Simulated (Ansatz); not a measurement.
**Single-point calculation, with input and output: Ge**

The run: single-point calculation of Ge (C2/m, 6 atoms in the cell). Method and program: DFT r2SCAN, scalar-relativistic, plane waves, PAW, no spin polarisation (Ansatz 0.2.0).

The structure derives from an entry of the Crystallography Open Database. It belongs to a series of runs on one base structure; here: the crystal above the cut slid by 0.5833 of the vector 1 a1 + 1 a2 (6.950 Å). Figures and captions count atoms from 1; the log counts them from 0 in places.

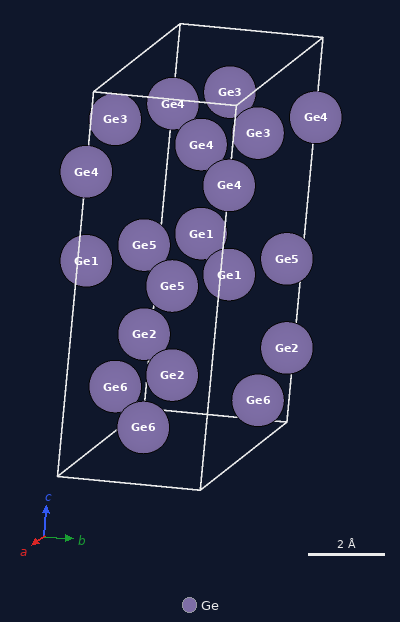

Fig. 1: The structure as given in the input (spheres-only view of the cell 2 times as large as that of the calculation, set on its symmetry axes, seen slightly off an axis; atoms are numbered from 1 in the order of the input). An atom can appear more than once, as a periodic image.

Key numbers

| quantity | value |
| --- | --- |
| outcome | converged |
| space group (tolerance 0.01 Å) | C2/m (12) |
| electrons treated | 84 |
| free energy | −25816.1693 eV |
| Fermi energy | 7.880 eV |
| gap on the k-point mesh | none (metallic) |
| pressure | −0.36 GPa |
| largest force (length of the vector) | 0.508 eV/Å |
| hardware | 2 threads of Arm Neoverse V1, 24 GiB of memory available, shared host |
| wall time | 77 s (CPU time 2.6 min) |
| peak memory | 1.1 GiB |

Input file
```yaml
crystal:
  lattice:
    - [2.8375026867, -2.8375026867, 0.0]
    - [2.8375026867, 0.0, -2.8375026867]
    - [8.9852360077, 4.0198900562, 4.0198900562]
  atoms:
    - { symbol: Ge, position: [0.3507319433, 0.3507319433, 0.5416333333] }
    - { symbol: Ge, position: [0.87849861, -0.12150139, 0.2083] }
    - { symbol: Ge, position: [-0.1770347233, -0.1770347233, 0.8749666667] }
    - { symbol: Ge, position: [0.2049069433, 0.2049069433, 0.7916333333] }
    - { symbol: Ge, position: [0.73267361, -0.26732639, 0.4583] }
    - { symbol: Ge, position: [0.2604402767, 0.2604402767, 0.1249666667] }
basis:
  ecutwfc: 500
kpoints:
  mp_grid: { grid: [10, 10, 4] }
hamiltonian:
  xc: r2scan
scf:
  occupations: { method: gaussian, width: 0.03 }
output:
  forces: true
  stress: true
  eigenvalues: true
  write_density: true
  write_potential: true
  elf: true
  volumetric_format: npy
```

Launched with:
```bash
ansatz run input.yaml --threads 2 --pin off --max-ram 5120MiB --backend cpu --events-out ev --progress --plain --runs-dir out
```

Output
```
Engine: ansatz 0.2.0, aarch64-unknown-linux-gnu
Pseudopotentials: kind: paw
Pseudopotential: Ge, paw, valence charge 14, recommended cutoff 500 eV (meta_gga), Ge.paw.azcp
Functional definition: r2SCAN
  parameter k0 = 0.174
  parameter k1 = 0.065
  parameter a1 = 4.9479
  exchange = r2scan_x(k0 = k0, k1 = k1, a1 = a1)
  correlation = r2scan_c
Crystal: 6 atoms, lattice volume = 137.076 Å³
Basis set: ecut = 500 eV, 3513 PW (Γ), exchange–correlation on 120×120×320 points (64 copies of the dense FFT grid, shifted against one another)
Bands: 51, of which v1, the nominal top of the filled ones, is band 42 counted from 1 (41 counted from 0)
Symmetry: 4 space group operations
Space group: C2/m (ITA 12), of the structure as read, at distance tolerance 5.2e-5 Å
k-points: 117 of 400
Non-local potential: Ge, projectors of the file, l = 0: 2, l = 1: 2, l = 2: 3, l = 3: 1
PAW form: soft (Blöchl's): semilocal exchange-correlation on the pseudo side does not see the compensation charge
PAW frozen core: Ge, regenerated for the run's functional (the file was generated under x = pbe(κ = 0.804, μ = 0.2195149727645171), c = pbe(β = 0.06672455060314922))
PAW one-centre angular grid: Ge, 590 points (default); XC on 160 Gauss nodes
Initial density: superposition of atomic densities (neutral atoms: chi_scale 0, normalization atom), corrected by the library's trained network
Initial wavefunctions: pseudopotential atomic-orbital guess
Functional: x = r2scan, c = r2scan; τ floored in thin density (d = 2e-4 eV/Å³)
SCF iter   1: F=—  HF=-25816.148056 eV  |F-HF|=—  |Δ(HF+E_count)|=         —  Δρ=6.47e-3  dr2=2.75e-2  dr2_τ=1.07e-2  ethr=1.77e-3  ⟨swp⟩=6.3  Hψ=21293  notcnv=0  defer=22
preconditioner: auto → LDOS  [insulator: Δε(μ)=0.030 eV  Ē_g=23.387 eV  σ=0.030 eV  W_gap=0.52  n_scr=40 (ndim 8)  ℏωp=29.1 eV  f_vac=0.044  D(μ)=1.25/eV (n_scr^D=4)  ε∞_Penn≈2.5  β→1.0]
SCF iter   2: F=—  HF=-25816.198947 eV  |F-HF|=—  |Δ(HF+E_count)|=   5.09e-2  Δρ=4.69e-3  dr2=2.10e-2  dr2_τ=2.82e-4  ethr=3.28e-5  ⟨swp⟩=3.0  Hψ=13042  notcnv=0  defer=364
SCF iter   3: F=—  HF=-25816.169326 eV  |F-HF|=—  |Δ(HF+E_count)|=   2.96e-2  Δρ=5.17e-4  dr2=2.10e-4  dr2_τ=3.75e-6  ethr=2.50e-5  ⟨swp⟩=2.0  Hψ=11206  notcnv=0  defer=364
SCF iter   4: F=—  HF=-25816.169274 eV  |F-HF|=—  |Δ(HF+E_count)|=   5.23e-5  Δρ=1.34e-4  dr2=3.37e-5  dr2_τ=7.47e-7  ethr=2.50e-7  ⟨swp⟩=2.0  Hψ=10518  notcnv=0  defer=364
SCF iter   5: F=—  HF=-25816.169263 eV  |F-HF|=—  |Δ(HF+E_count)|=   1.15e-5  Δρ=1.99e-5  dr2=6.56e-7  dr2_τ=1.18e-8  ethr=4.01e-8  ⟨swp⟩=2.0  Hψ=10472  notcnv=0  defer=364
SCF iter   6: F=—  HF=-25816.169263 eV  |F-HF|=—  |Δ(HF+E_count)|=   5.67e-7  Δρ=9.54e-6  dr2=1.24e-7  dr2_τ=1.33e-9  ethr=1.19e-10  ⟨swp⟩=14.0  Hψ=45464  notcnv=0
SCF iter   7: F=-25816.169263 eV  HF=-25816.169263 eV  |F-HF|=1.18e-8  |Δ(HF+E_count)|=   5.17e-8  Δρ=2.45e-6  dr2=6.86e-9  dr2_τ=1.57e-10  ethr=1.19e-10  ⟨swp⟩=8.0  Hψ=38711  notcnv=0
SCF 1 converged in 7 iterations: F = -25816.169263 eV  dr2 = 6.86e-9
  greatest PAW one-centre occupation: 0.998 electrons in one spin orbital (limit 2), on the Ge atom at site 5 (counted from 0), in its partial waves of l = 2
```

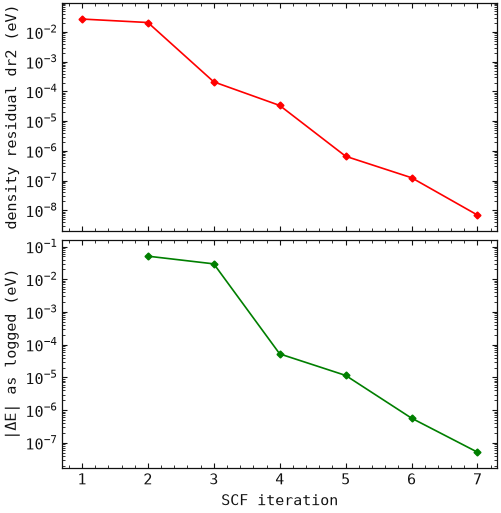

Fig. 2: Convergence of the self-consistent field: density residual dr2 and size of the energy change against the SCF iteration. The residual falls at every step.

```
SCF converged after 7 iterations
Free energy (F): -25816.169263 eV
Harris-Foulkes:  -25816.169263 eV  (|F-HF|=1.18e-8)
Internal energy: -25816.168618 eV  (E = F + TS)
E sigma→0 (E₀):  -25816.168940 eV
Entropy (-TS):   -0.000645 eV (-0.108 meV/atom)
Fermi energy:    7.879614 eV
--- Per-component energies (eV) ---
  E_band       = -964.268154
  E_kinetic    = 663.421594
  E_local      = -14733.683081  (includes V_loc(G=0)·N_el)
  E_nonlocal   = 2516.183004
  E_hartree    = 6459.516668
  E_xc         = -413.335902
  E_vxc        = -405.850019  (∫ρ·V_xc dr)
  E_paw        = -12200.754980  (= ΣΔE_a)
  E_vpaw       = -1946.374948  (= ΣTr[D̂ρ^β])
  E_aug_tail   = 0.000103  (compensation charges beyond the density's cutoff)
  E_vtau       = 23.001839  (kinetic-family band-sum trace: ∫τ·v_τ [+ j·A + Jᵃ·Aᵃ] dr)
  E_ewald      = -8101.001429
  E_core_change = -6.514595  (= ΣΔE_core)
  E_smearing   = -0.000645  (= −TS)
  E_closure    = 0.000000  (closes the sum)
  Σ components = -25816.169263   (vs F -25816.169263, Δ=0.00e0)
--- Forces (eV/Å), atoms counted from 1 ---
  atom   1  Ge    -0.09059140    -0.07430506    -0.07430506
  atom   2  Ge     0.14525390    -0.02055842    -0.02055842
  atom   3  Ge     0.48088060     0.11677776     0.11677776
  atom   4  Ge    -0.14525390     0.02055842     0.02055842
  atom   5  Ge     0.09059140     0.07430506     0.07430506
  atom   6  Ge    -0.48088060    -0.11677776    -0.11677776
  max |Σ_I F_I| component: 5.55e-17 eV/Å
--- Stress (GPa, compression-positive) ---
        0.510196       0.569266       0.569266
        0.569266      -0.801025       1.341990
        0.569266       1.341990      -0.801025
  P = ⅓ Tr σ = -0.3640 GPa (-3.640 kbar)
--- Band table (eV; the first three rows and the last of 117) ---
  k-point 0: bands = ["-17.2466", "-17.2428", "-17.2331", "-17.2243", "-17.2240", "-17.2206", "-17.2179", "-17.2140", "-17.1732", "-17.1681", "-17.1434", "-17.1398", "-17.1358", "-17.1339", "-17.0764", "-17.0704", "-16.9982", "-16.9894", "-16.9880", "-16.9868", "-16.9735", "-16.9732", "-16.9632", "-16.9572", "-16.9473", "-16.9422", "-16.9269", "-16.9217", "-16.9190", "-16.9152", "-4.9258", "-3.7324", "-3.5518", "1.8674", "2.6238", "6.8334", "6.9659", "7.2350", "7.5333", "7.7572", "7.8881", "8.0702", "8.5729", "8.8893", "9.2083", "10.8356", "11.4515", "11.5077", "11.6282", "11.6564", "12.3246"]
  k-point 1: bands = ["-17.2466", "-17.2426", "-17.2328", "-17.2277", "-17.2244", "-17.2203", "-17.2162", "-17.2114", "-17.1726", "-17.1704", "-17.1433", "-17.1424", "-17.1335", "-17.1333", "-17.0764", "-17.0703", "-16.9978", "-16.9898", "-16.9885", "-16.9871", "-16.9739", "-16.9722", "-16.9600", "-16.9579", "-16.9480", "-16.9455", "-16.9251", "-16.9205", "-16.9196", "-16.9160", "-4.8472", "-4.1535", "-3.1262", "1.1606", "3.6319", "6.8274", "6.8736", "6.9059", "7.3311", "7.3920", "7.9613", "7.9838", "8.7145", "9.1463", "9.3426", "10.9745", "11.0920", "11.2887", "11.8765", "12.0266", "12.3840"]
  k-point 2: bands = ["-17.2465", "-17.2425", "-17.2325", "-17.2295", "-17.2249", "-17.2218", "-17.2133", "-17.2098", "-17.1726", "-17.1719", "-17.1457", "-17.1416", "-17.1332", "-17.1319", "-17.0765", "-17.0702", "-16.9974", "-16.9901", "-16.9890", "-16.9876", "-16.9744", "-16.9707", "-16.9588", "-16.9546", "-16.9510", "-16.9486", "-16.9230", "-16.9206", "-16.9182", "-16.9179", "-4.6917", "-4.4569", "-2.8857", "0.7619", "4.7223", "5.7108", "6.8415", "6.9381", "7.1817", "7.5675", "7.8477", "8.0913", "8.6889", "9.3466", "9.3754", "10.8782", "11.1306", "11.1751", "12.0853", "12.1757", "12.4566"]
  k-point 116: bands = ["-17.2696", "-17.2682", "-17.2566", "-17.2369", "-17.2300", "-17.1987", "-17.1889", "-17.1815", "-17.1608", "-17.1359", "-17.1323", "-17.1148", "-17.1111", "-17.1013", "-17.0732", "-17.0454", "-17.0395", "-17.0345", "-17.0222", "-17.0056", "-17.0002", "-16.9886", "-16.9837", "-16.9618", "-16.9479", "-16.9206", "-16.9167", "-16.9105", "-16.8975", "-16.8923", "-2.7099", "-2.2785", "-1.1375", "-0.7013", "0.5919", "0.6469", "4.7478", "5.0435", "5.3277", "5.4065", "6.2003", "6.7304", "8.3720", "9.5090", "9.7603", "9.8840", "11.2598", "12.2734", "13.2193", "15.4155", "15.9049"]
```

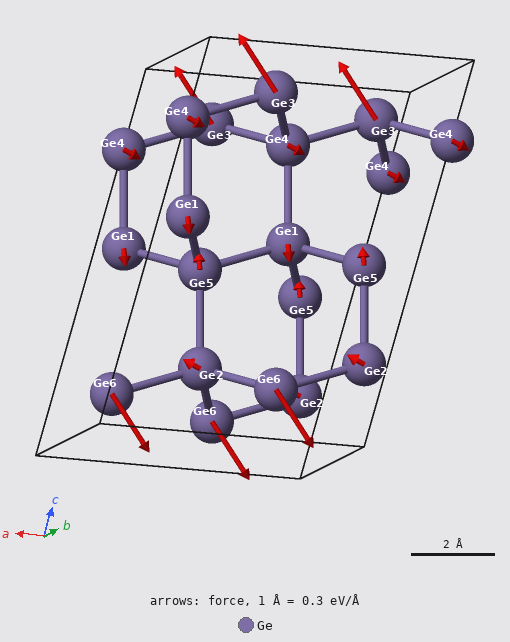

Fig. 3: Forces on the atoms as red arrows (ball-and-stick view of the cell 2 times as large as that of the calculation, set on its symmetry axes, seen at an oblique angle; atoms are numbered from 1 in the order of the input). The largest act on Ge3, Ge6 (0.51 eV/Å). The geometry is not a stationary point of this energy.

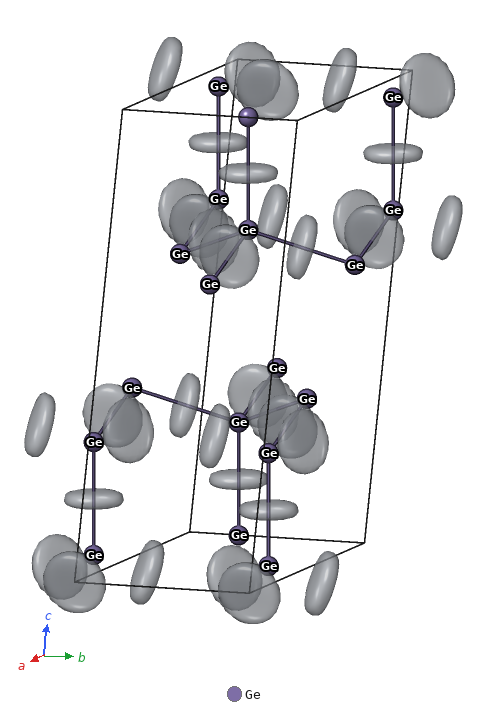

Fig. 4: Isosurface of the electron localisation function at 0.65 (grey), seen slightly off an axis. Core shells and regions of very low density are left out. Sticks mark near contacts. The outline is the cell set on symmetry axes. The ELF exceeds this value in 22 regions between bonded Ge–Ge atoms (shared pairs), counted in one cell of 12 atoms. Along the contacts the grid gives the following. Ge–Ge (2.46 Å): the ELF peaks at about 0.80 between the atoms, which marks localised, shared-pair bonding. The fields are those of the smooth PAW valence density.

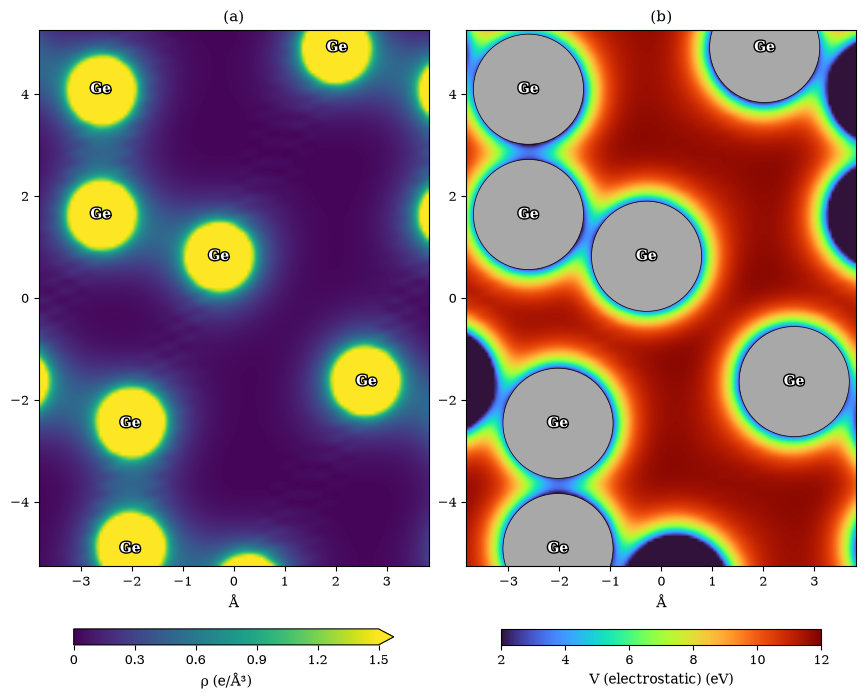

Fig. 5: (a) valence charge density (pseudo); (b) electrostatic potential energy of an electron on the (010) plane of the conventional cell. Grey discs, where drawn, cover atomic cores. Atoms in the plane: Ge. Ge–Ge (2.46 Å): the density is about 0.49 e/Å³ at the midpoint. Away from the nuclei the density in this plane falls to 0.01 e/Å³ at its lowest. Outside the cores the potential energy rises away from the atoms and is highest about 2.2 Å from the nearest atoms; outside the discs it spans about 10 eV, and its zero is arbitrary.
